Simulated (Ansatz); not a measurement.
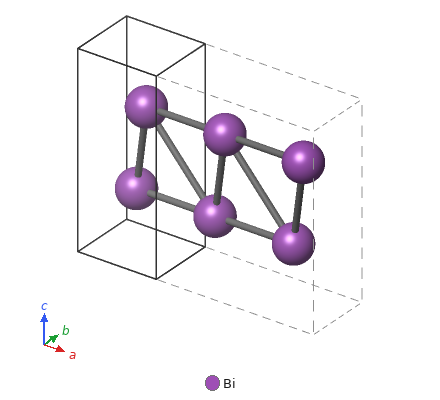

Bi (P6_3/mmc, No. 194): the input geometry of a calculation; the starting structure was generated, so it need not be a known form of this composition.

```yaml
crystal:
  lattice:
    - [3.56450, 0.00000, 0.00000]
    - [-1.78225, 3.08695, 0.00000]
    - [0.00000, 0.00000, 5.86500]
  atoms:
    - { symbol: Bi, position: [0.33333, 0.66667, 0.25000] }
    - { symbol: Bi, position: [0.66667, 0.33333, 0.75000] }
```

Q: What will a HAADF-like image along [310] show? The image is simulated as a sum over atoms of Z^1.7, blurred by a 0.66 Å probe (no channelling). Shot noise was added.

A: The columns repeat on a rectangular net of 1.17 × 5.87 Å (plane group p2mg). All columns are alike (Bi). The shortest distance between visible columns is 1.17 Å in projection. Along the beam the structure repeats every 9.43 Å.

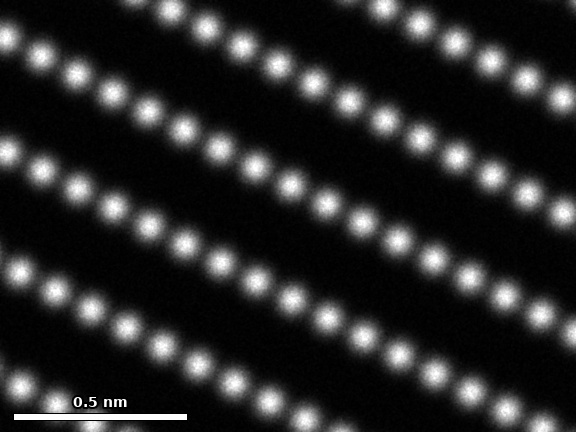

The simulated image.
